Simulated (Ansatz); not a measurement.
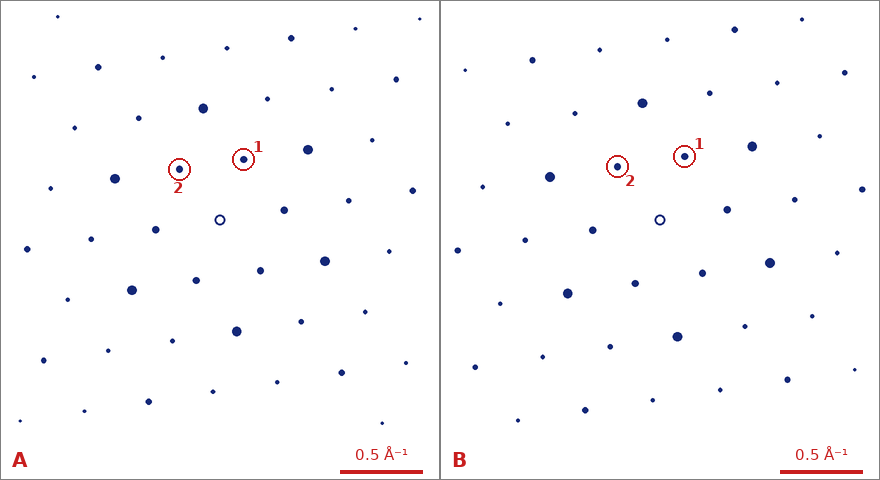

Kinematic electron diffraction patterns (300 kV, B = 0.5 Å², same scale) along [001] of the run's own cell, for the start and the end of one relaxation of CrO2 with Ansatz 0.2.0, DFT PBE, scalar-relativistic, plane waves, PAW. k mesh 14×14×8. The start is a generated model structure, and the relaxation ends in the nearest stationary point of its symmetry, not necessarily the ground state. Spot 1 is -1 1 0 and spot 2 is -1 0 0 in both.

Start structure:

```yaml
crystal:
  lattice:
    - [2.76159, 0.00000, 0.00000]
    - [-1.38079, 2.39161, 0.00000]
    - [0.00000, 0.00000, 4.45502]
  atoms:
    - { symbol: Cr, position: [0.00000, 0.00000, 0.00000] }
    - { symbol: O, position: [0.33333, 0.66667, 0.25200] }
    - { symbol: O, position: [0.66667, 0.33333, 0.74800] }
```

Question: Which pattern belongs to the start structure, and which to the relaxed one?

Answer: B is the start: its cell gives d(1) = 2.392 Å, d(2) = 2.392 Å and an angle of 60.0°. A is the relaxed structure, with d(1) = 2.505 Å (+4.8 %), d(2) = 2.505 Å (+4.8 %) and 60.0°.

Question: Summarise the relaxation behind the change.

Answer: The volume changed by +32.2 % to 12.96 Å³ an atom; with the mean shift removed, the atoms moved by up to 0.40 Å relative to the cell (O most); the space group stayed P-3m1 (No. 164); the free energy fell by 170 meV an atom. Relaxed cell: a = 2.893 Å, b = 2.893 Å, c = 5.365 Å, α = 90.00°, β = 90.00°, γ = 120.00°.
